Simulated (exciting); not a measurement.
## A series of single points on In

System: In (I4/mmm, 1 atom in the cell).
Method: Kohn-Sham DFT of a periodic cell, PBEsol, all-electron LAPW+lo, shipped species files, no spin polarisation (exciting sodium).

The 7 runs differ only in the geometry, by an even scaling of the cell at fixed fractional positions. The structure derives from an entry of the Crystallography Open Database.

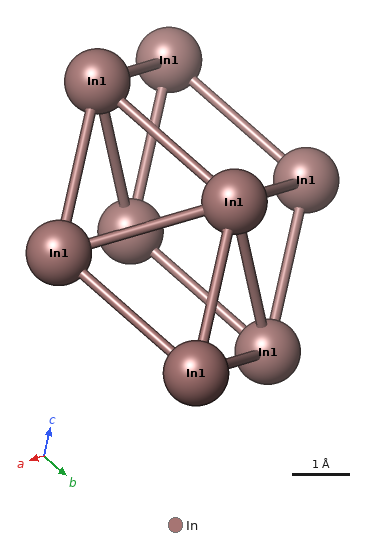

Figure 1. The structure of run 4 (ball-and-stick view of the cell of the calculation, seen slightly off an axis; atoms are numbered from 1 in the order of the input). An atom can appear more than once, as a periodic image.

### Input of run 4
```
<input>
  <title>In</title>
  <structure speciespath="./" tshift="false">
    <crystal scale="1">
      <basevect>-3.071693123795 3.071693123795 4.674615514487</basevect>
      <basevect>3.071693123795 -3.071693123795 4.674615514487</basevect>
      <basevect>3.071693123795 3.071693123795 -4.674615514487</basevect>
    </crystal>
    <species speciesfile="In.xml" rmt="2.3">
      <atom coord="0.000000000000 0.000000000000 0.000000000000"/>
    </species>
  </structure>
  <groundstate do="fromscratch" ngridk="11 11 11" rgkmax="9" gmaxvr="14" lmaxapw="10" lmaxmat="10" lmaxvr="8" xctype="GGA_PBE_SOL" stype="Fermi Dirac" swidth="0.00183747" nempty="8" ValenceRelativity="iora*" epsengy="1e-05" epspot="1e-05" maxscl="60" tforce="true" outputlevel="normal"/>
</input>
```

Command:
```bash
OMP_NUM_THREADS=1 exciting_smp
```

Lattice vectors (Å) and fractional positions of run 4:
```
  -1.625470    1.625470    2.473700
   1.625470   -1.625470    2.473700
   1.625470    1.625470   -2.473700
In  0.000000  0.000000  0.000000
```

Run 3 has the same physical settings and fractional positions; its lattice vectors (Å) are:
```
  -1.614560    1.614560    2.457097
   1.614560   -1.614560    2.457097
   1.614560    1.614560   -2.457097
```

### Results, with one run withheld

| run | volume per atom (Å³) | free energy per atom, from the lowest run given (meV) |
| --- | --- | --- |
| 1 | 24.575 | 4.34 |
| 2 | 25.098 | 0.00 |
| 3 | 25.621 | ? |
| 4 | 26.144 | 0.70 |
| 5 | 26.666 | 4.95 |
| 6 | 27.189 | 11.51 |
| 7 | 27.712 | 20.30 |

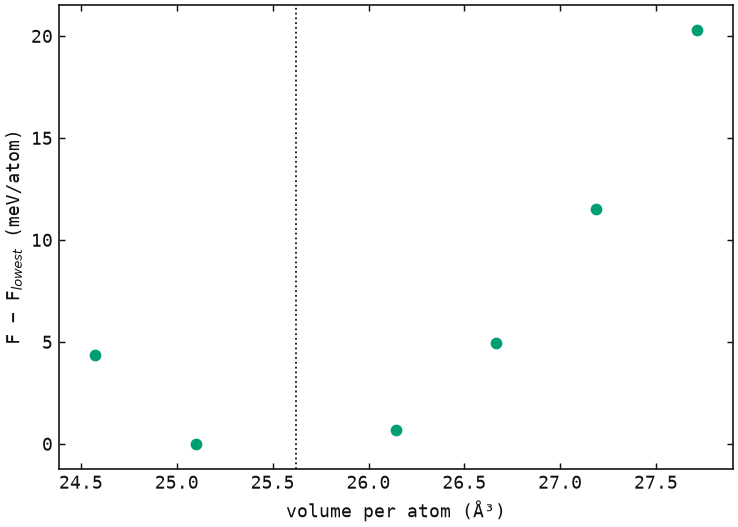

Figure 2. Free energy per atom of the runs given; the dotted line marks run 3.

Fit the runs given and predict run 3.

A cubic polynomial in V^(−2/3) (the Birch–Murnaghan form), fitted to the 6 runs given, misses them by at most 0.05 meV per atom. With x = V^(−2/3) − 0.11339 Å⁻², it reads F = 0.93252 − 2177.6 x + 5.826e+05 x² + 1.5131e+05 x³ (meV per atom). At run 3 it gives −1.08 meV per atom, and the run itself gives −1.00. The fit has its minimum at 25.556 Å³ per atom, where V d²F/dV² gives 43.2 GPa. Cell shape and fractional positions are held, so this is the stiffness under even scaling; the relaxed bulk modulus wasn't computed.

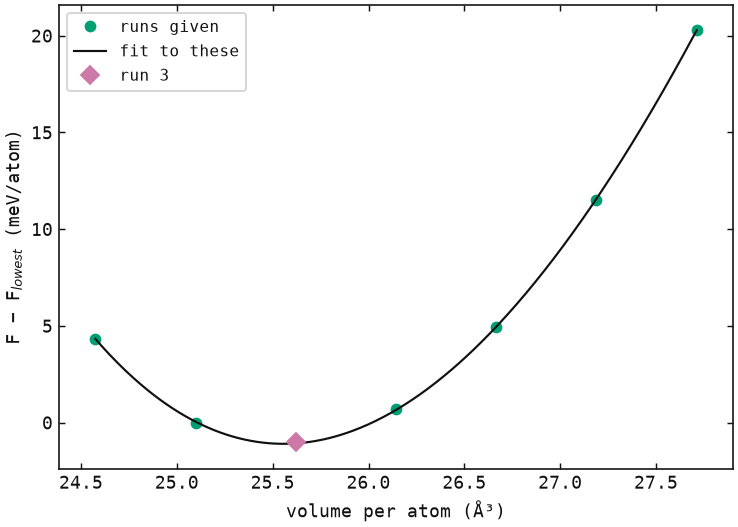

Figure 3. The fit and the withheld run.

### Some lines of the output (run 3)
```
[...]
 Fermi energy                               :         0.24216245
 DOS at Fermi energy (states/Ha/cell)       :        12.11653813
 Absolute change in total energy   (target) :  0.968796E-04  ( 0.100000E-04)
 Total energy                               :     -5880.59765417
 Fermi energy                               :         0.24216246
 DOS at Fermi energy (states/Ha/cell)       :        12.11653438
 Absolute change in total energy   (target) :  0.468464E-04  ( 0.100000E-04)
 Total energy                               :     -5880.59764634
 DOS at Fermi energy (states/Ha/cell)       :        12.11653909
 Absolute change in total energy   (target) :  0.782463E-05  ( 0.100000E-04)
 DOS at Fermi energy (states/Ha/cell)       :        12.11653939
 Absolute change in total energy   (target) :  0.875661E-08  ( 0.100000E-04)
 Total energy                               :     -5880.59764602
 DOS at Fermi energy (states/Ha/cell)       :        12.11653931
```
